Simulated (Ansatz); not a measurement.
# AlGa2As3: from a guess to a relaxed structure, part 2 of 2

The task: take a trial cell of AlGa2As3 to zero force and stress.

Ansatz 0.2.0; DFT PBE, scalar-relativistic, plane waves, PAW. Earlier steps stand in the parts before.

## 4. Variant: mp_grid.grid [10, 10, 3], n_extra_bands 32

File input.yaml:

```yaml
crystal:
  lattice:
    - [4.4455010536, -3.1e-09, 0.0]
    - [-2.2227505241, 3.8499168465, 0.0]
    - [0.0, 0.0, 7.5882617645]
  atoms:
    - { symbol: Al, position: [0.6666666667, 0.3333333333, 0.0] }
    - { symbol: Ga, position: [0.3333333333, 0.6666666667, 0.2583765075] }
    - { symbol: Ga, position: [0.3333333333, 0.6666666667, 0.7416234925] }
    - { symbol: As, position: [0.6666666667, 0.3333333333, 0.5] }
    - { symbol: As, position: [0.0, 0.0, 0.0] }
    - { symbol: As, position: [0.0, 0.0, 0.5] }
basis:
  ecutwfc: 420
kpoints:
  mp_grid: { grid: [10, 10, 3] }
hamiltonian:
  xc: pbe
scf:
  occupations: { method: gaussian, width: 0.1 }
  n_extra_bands: 32
output:
  forces: true
  eigenvalues: true
  stress: true
```

Run with:

```
> ansatz run input.yaml --threads 1 --pin off --max-ram 2560MiB --backend cpu --events-out ev --progress --plain --runs-dir out
```

Log (excerpt; [...] marks lines left out):

```text
Warning: RAYON_NUM_THREADS=1 ignored (pool sized by the plan → 1); use --threads N
scf.n_extra_bands = 32 over 37 filled bands (N_el = 74.0): the run solves 69 bands
[...]
Pseudopotentials: kind: paw
Pseudopotential: Al, paw, valence charge 3, recommended cutoff 420 eV (normal), Al.paw.azcp
Pseudopotential: Ga, paw, valence charge 13, recommended cutoff 420 eV (normal), Ga.paw.azcp
Pseudopotential: As, paw, valence charge 15, recommended cutoff 420 eV (normal), As.paw.azcp
Functional definition: PBE
[...]
Crystal: 6 atoms, lattice volume = 129.872 Å³
Basis set: ecut = 420 eV, 2575 PW (Γ), exchange–correlation on 60×60×108 points (8 copies of the dense FFT grid, shifted against one another)
Bands: 69, of which v1, the nominal top of the filled ones, is band 37 counted from 1 (36 counted from 0)
Symmetry: 12 space group operations
Space group: P-6m2 (ITA 187), of the structure as read, at distance tolerance 5.1e-5 Å
[...]
SCF iter   8: F=-22670.694267 eV  HF=-22670.694267 eV  |F-HF|=1.93e-8  |Δ(HF+E_count)|=   2.44e-7  Δρ=4.63e-6  dr2=4.35e-8  ethr=1.35e-10  ⟨swp⟩=12.8  Hψ=11824  notcnv=0
[...]
SCF converged after 8 iterations
Free energy (F): -22670.694267 eV
[...]
E sigma→0 (E₀):  -22670.689271 eV
Entropy (-TS):   -0.009992 eV (-1.665 meV/atom)
Fermi energy:    8.767957 eV
[...]
--- Forces (eV/Å), atoms counted from 1 ---
  atom   1  Al    -0.00000000     0.00000000    -0.00000000
  atom   2  Ga     0.00000000    -0.00000000     0.04319414
  atom   3  Ga     0.00000000    -0.00000000    -0.04319414
  atom   4  As     0.00000000     0.00000000    -0.00000000
  atom   5  As     0.00000000     0.00000000    -0.00000000
  atom   6  As     0.00000000    -0.00000000     0.00000000
[...]
--- Stress (GPa, compression-positive) ---
        0.208670      -0.000000       0.000000
       -0.000000       0.208670       0.000000
        0.000000       0.000000      -0.544705
  P = ⅓ Tr σ = -0.0425 GPa (-0.425 kbar)
--- Band table (eV; the first three rows and the last of 28) ---
[...]
```

It took 36 s on 1 thread of AMD EPYC (Zen 3), shared host; peak memory 0.51 GiB.

| run | ending | energy change | pressure (GPa) | gap (eV) | force (eV/Å) | cycles | time |
| --- | --- | --- | --- | --- | --- | --- | --- |
| step 3 | converged | 0 | 0.0 | 0.00 | 0.01 | - | 13 min |
| variant | converged | +0.8 meV/atom | 0.0 | 0.00 | 0.04 | 8 | 36 s |

Changing the k-point mesh and band count moves the energy by +0.8 meV/atom, and the largest force goes from 0.01 to 0.04 eV/Å. The energy is not variational in the mesh, so the sign tells nothing.

## 5. Second relaxation, mesh chosen anew

File input.yaml:

```yaml
crystal:
  lattice:
    - [4.4455010536, -3.1e-09, 0.0]
    - [-2.2227505241, 3.8499168465, 0.0]
    - [0.0, 0.0, 7.5882617645]
  atoms:
    - { symbol: Al, position: [0.6666666667, 0.3333333333, 0.0] }
    - { symbol: Ga, position: [0.3333333333, 0.6666666667, 0.2583765075] }
    - { symbol: Ga, position: [0.3333333333, 0.6666666667, 0.7416234925] }
    - { symbol: As, position: [0.6666666667, 0.3333333333, 0.5] }
    - { symbol: As, position: [0.0, 0.0, 0.0] }
    - { symbol: As, position: [0.0, 0.0, 0.5] }
basis:
  ecutwfc: 420
kpoints:
  mp_grid: { grid: [12, 12, 6] }
hamiltonian:
  xc: pbe
scf:
  occupations: { method: gaussian, width: 0.1 }
output:
  forces: true
  stress: true
  eigenvalues: true
  write_density: true
  write_potential: true
  elf: true
  volumetric_format: npy
relax:
  adjacent_minimum: "off"
  f_tol: 0.01
  max_steps: 80
  cell: { stress_tol: 0.05 }
```

Run with:

```
> ansatz run input.yaml --threads 1 --pin off --max-ram 2560MiB --backend cpu --events-out ev --progress --plain --runs-dir out
```

Log (excerpt; [...] marks lines left out):

```text
Warning: RAYON_NUM_THREADS=1 ignored (pool sized by the plan → 1); use --threads N
[...]
[... 5 set-up lines as earlier in the session ...]
[...]
Crystal: 6 atoms, lattice volume = 129.872 Å³
Basis set: ecut = 420 eV, 2575 PW (Γ), exchange–correlation on 60×60×108 points (8 copies of the dense FFT grid, shifted against one another)
Bands: 45, of which v1, the nominal top of the filled ones, is band 37 counted from 1 (36 counted from 0)
[... 2 set-up lines as earlier in the session ...]
k-points: 76 of 864 (time reversal used)
[...]
--- Stress (GPa, compression-positive) ---
        0.000092      -0.000000       0.000000
       -0.000000       0.000092       0.000000
        0.000000       0.000000       0.011223
  P = ⅓ Tr σ = 0.0038 GPa (0.038 kbar)
--- Band table (eV; the first three rows and the last of 76) ---
[...]
--- Relaxed structure (1 steps of the walk, 1 accepted, 1 SCFs on fresh bases) ---
  F+E_penalty+E_count = -22670.70272138 eV   max|allowed force component| = 2.089e-3 eV/Å   (the final SCF, on the basis selected at the relaxed cell)
  cell:  # Å, volume = 129.8717 Å³
    - [4.445501053589558, -3.1088457560227665e-9, 0.0]
    - [-2.2227505241024392, 3.8499168465134668, 0.0]
    - [0.0, 0.0, 7.5882617645]
  atoms:
    - { symbol: Al, position: [0.6666666666666667, 0.3333333333333333, 0.0] }
    - { symbol: Ga, position: [0.33333333333333337, 0.6666666666666666, 0.2583765075] }
    - { symbol: Ga, position: [0.33333333333333337, 0.6666666666666666, 0.7416234925] }
    - { symbol: As, position: [0.6666666666666667, 0.3333333333333333, 0.5] }
    - { symbol: As, position: [0.0, 0.0, 0.0] }
    - { symbol: As, position: [0.0, 0.0, 0.5] }
```

Wall time 2.6 min (1 thread of AMD EPYC (Zen 3), shared host); peak memory 0.62 GiB.

Step by step:

| step | E - E(step 1) (eV/cell) | largest force component (eV/Å) | pressure (GPa) | volume (Å³) |
| --- | --- | --- | --- | --- |
| 1 | 0.0000 | 0.0021 | 0.00 | 129.87 |
| 2 | 0.0000 | 0.0021 | 0.00 | 129.87 |

Step 1 is the start. Step 2 repeats the geometry before it on a plane-wave basis chosen anew for that cell, so its energy need not be comparable with the rows above.

|  | before | after | change |
| --- | --- | --- | --- |
| a (Å) | 4.446 | 4.446 | 0.0 % |
| b (Å) | 4.446 | 4.446 | 0.0 % |
| c (Å) | 7.588 | 7.588 | 0.0 % |
| volume (Å³/atom) | 21.65 | 21.65 | 0.0 % |
| shortest distance (Å) | 2.567 | 2.567 | 0.0 % |
| space group (0.01 Å) | P-6m2 | P-6m2 | same |

Forces and stress were held to the start's 12 operations: a distortion of lower symmetry was not tested.

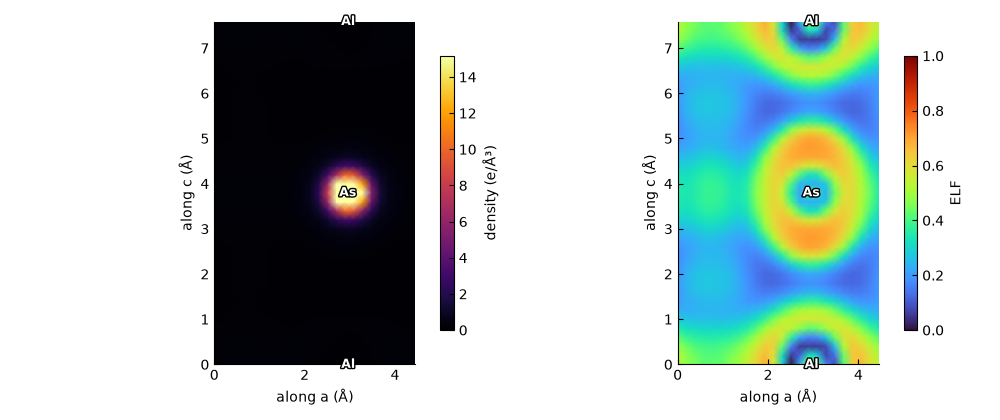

Density (left) and ELF (right) in a lattice plane of the grid's cell (edges 4.45 and 7.59 Å, at 0.333 of the third edge), which holds Al and As. Only atoms in the plane are labelled; the density scale stops at 15.17 e/Å³. Both are smooth fields of the valence electrons: close to the nuclei they are not physical.

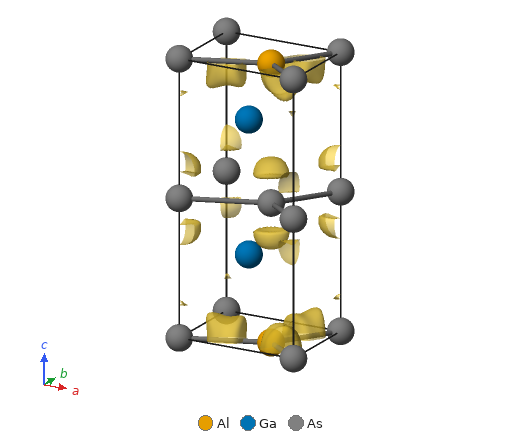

Surface of ELF = 0.68, drawn in one cell.

Maxima of ELF outside the ion cores: 0.83 on the Al–As line, 1.1 Å from Al; 0.74 beside As, off the lines to its neighbours, 1.0 Å from As; 0.57 beside Al, off the lines to its neighbours, 1.0 Å from Al.

## 6. Results

The summary covers parts 1 to 2. Changes of volume or cell count from the first structure of part 1.

| quantity | value |
| --- | --- |
| symmetry at the end (tolerance 0.05 Å) | space group P-6m2 (No. 187) |
| conventional cell | a = 4.446 Å, b = 4.446 Å, c = 7.588 Å, α = 90.00°, β = 90.00°, γ = 120.00° |
| volume | 21.65 Å³/atom |
| energy over the elements | +0.21 eV/atom |
| gap on the mesh | none (metal) |

In words: The space group P-6m2 (No. 187) is kept, and the volume per atom shrinks by 9.7 % from the first guess. With a positive formation energy it can't be a ground state. No finished test with a distortion of lower symmetry is shown, so the end may be a saddle point.
